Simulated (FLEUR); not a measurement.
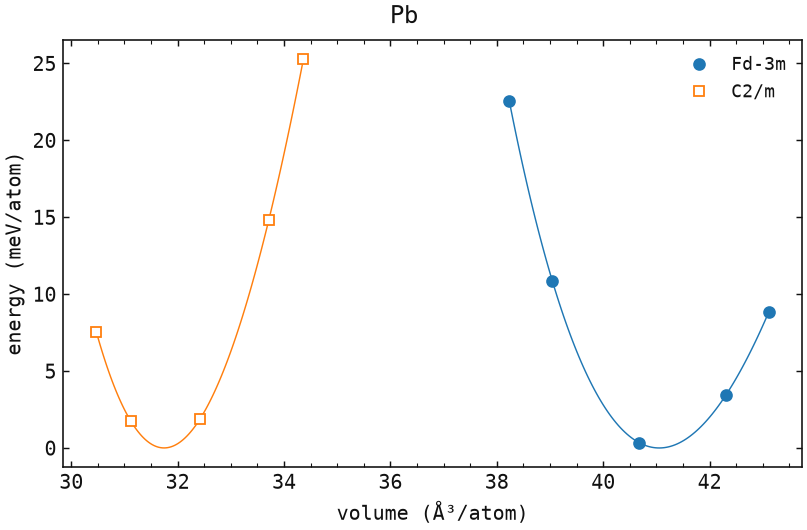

The figure shows the energy against volume, with one curve for each structure, for Pb. Each energy curve has its own zero, so the curves don't rank the structures.

Computed with FLEUR MaX-R8.1 (later development tree): all-electron LAPW DFT, no spin polarisation; energies at scaled volumes of the given cell, shape and fractions fixed, counted from the fit's minimum, third-order Birch-Murnaghan fit. Level: SCAN.

```
       setting         value
   occupations   Fermi–Dirac
smearing width       0.05 eV
    potentials  all electron
```

Settings that differ: Fd-3m: k mesh 7×7×7; C2/m: k mesh 9×9×5.

The numbers behind the figure:

Fd-3m:
| volume (Å³/atom) | energy (meV/atom) |
| --- | --- |
| 38.23 | 22.58 |
| 39.05 | 10.86 |
| 40.67 | 0.32 |
| 42.30 | 3.43 |
| 43.11 | 8.83 |

C2/m:
| volume (Å³/atom) | energy (meV/atom) |
| --- | --- |
| 30.47 | 7.53 |
| 31.12 | 1.73 |
| 32.42 | 1.88 |
| 33.71 | 14.83 |
| 34.36 | 25.28 |

Caveats: spin-orbit coupling left out, heavy elements.
